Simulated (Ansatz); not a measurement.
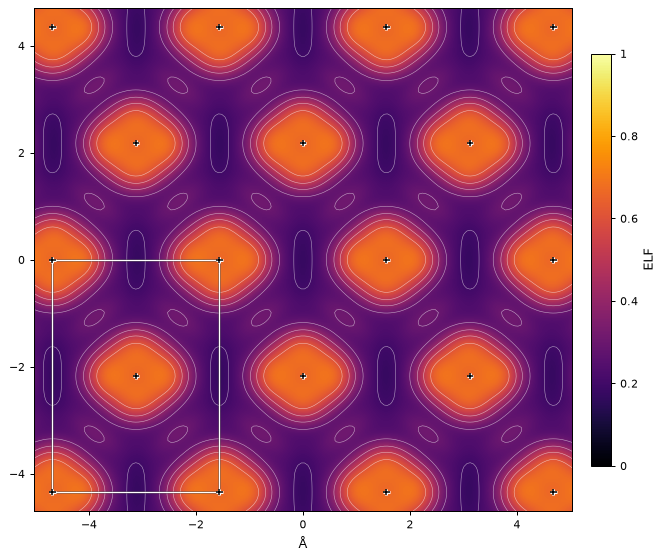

The electron localisation function on a plane through atoms (crosses mark nuclei in the plane).

Method: Ansatz 0.2.0, DFT PBEsol, scalar-relativistic, plane waves, PAW.

Candidates:
A. Pt, a = 3.12 Å, b = 3.12 Å, c = 3.03 Å, α = 90.00°, β = 90.00°, γ = 90.00°. Space group I4/mmm; a structure from a database of computed crystals, not necessarily the ambient phase; changed on purpose from its base cell (strain -0.0300 x Voigt [0, 0, 1, 0, 0, 0], atoms carried along); computed pressure about 9 GPa in this cell.
B. GaP, a = 5.44 Å, b = 5.44 Å, c = 5.44 Å, α = 90.00°, β = 90.00°, γ = 90.00°. Space group F-43m.

Question: Which system is this?

Answer: Candidate A: Pt on the (101) plane of the conventional cell, which holds Pt. Pt–Pt (2.68 Å): the ELF is about 0.30 at the midpoint: no shared electron pair shows on this line.
